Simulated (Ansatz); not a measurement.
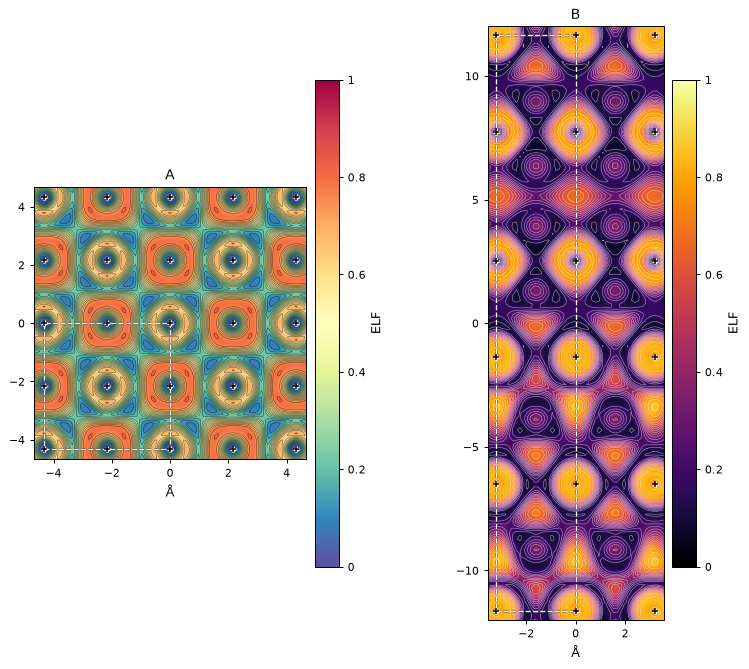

The ELF of 2 systems, each on a plane through atoms (crosses mark nuclei in the plane).

Theory: Ansatz 0.2.0, DFT r2SCAN, scalar-relativistic, plane waves, PAW.

System 1: TiC, the (100) plane of the conventional cell. Space group Fm-3m; a structure from a database of computed crystals, not necessarily the ambient phase; computed without spin polarisation.

```yaml
crystal:
  lattice:
    - [4.32783, 0.00000, 0.00000]
    - [0.00000, 4.32783, 0.00000]
    - [0.00000, 0.00000, 4.32783]
  atoms:
    - { symbol: Ti, position: [0.00000, 0.00000, 0.00000] }
    - { symbol: Ti, position: [0.50000, 0.50000, 0.00000] }
    - { symbol: Ti, position: [0.50000, 0.00000, 0.50000] }
    - { symbol: Ti, position: [0.00000, 0.50000, 0.50000] }
    - { symbol: C, position: [0.50000, 0.00000, 0.00000] }
    - { symbol: C, position: [0.00000, 0.50000, 0.00000] }
    - { symbol: C, position: [0.00000, 0.00000, 0.50000] }
    - { symbol: C, position: [0.50000, 0.50000, 0.50000] }
```

System 2: Hf₃N₂, the (100) plane of the conventional cell. Space group R-3m; a structure from a database of computed crystals, not necessarily the ambient phase.

```yaml
crystal:
  lattice:
    - [3.20880, 0.00000, 0.00000]
    - [-1.60440, 2.77890, 0.00000]
    - [0.00000, 0.00000, 23.31457]
  atoms:
    - { symbol: Hf, position: [0.66667, 0.33333, 0.11297] }
    - { symbol: Hf, position: [0.33333, 0.66667, 0.44631] }
    - { symbol: Hf, position: [0.00000, 0.00000, 0.77964] }
    - { symbol: Hf, position: [0.00000, 0.00000, 0.22036] }
    - { symbol: Hf, position: [0.66667, 0.33333, 0.55369] }
    - { symbol: Hf, position: [0.33333, 0.66667, 0.88703] }
    - { symbol: Hf, position: [0.00000, 0.00000, 0.00000] }
    - { symbol: Hf, position: [0.66667, 0.33333, 0.33333] }
    - { symbol: Hf, position: [0.33333, 0.66667, 0.66667] }
    - { symbol: N, position: [0.33333, 0.66667, 0.27876] }
    - { symbol: N, position: [0.00000, 0.00000, 0.61209] }
    - { symbol: N, position: [0.66667, 0.33333, 0.94542] }
    - { symbol: N, position: [0.33333, 0.66667, 0.05458] }
    - { symbol: N, position: [0.00000, 0.00000, 0.38791] }
    - { symbol: N, position: [0.66667, 0.33333, 0.72124] }
```

> Which map belongs to which system?

Panel A is system 1, TiC: the plane holds Ti and C. Ti–C (2.16 Å): the ELF peaks at about 0.80 in the valence shell of C, 0.7 Å from its nucleus, and is about 0.30 at the midpoint. Panel B is system 2, Hf₃N₂: the plane holds Hf and N.
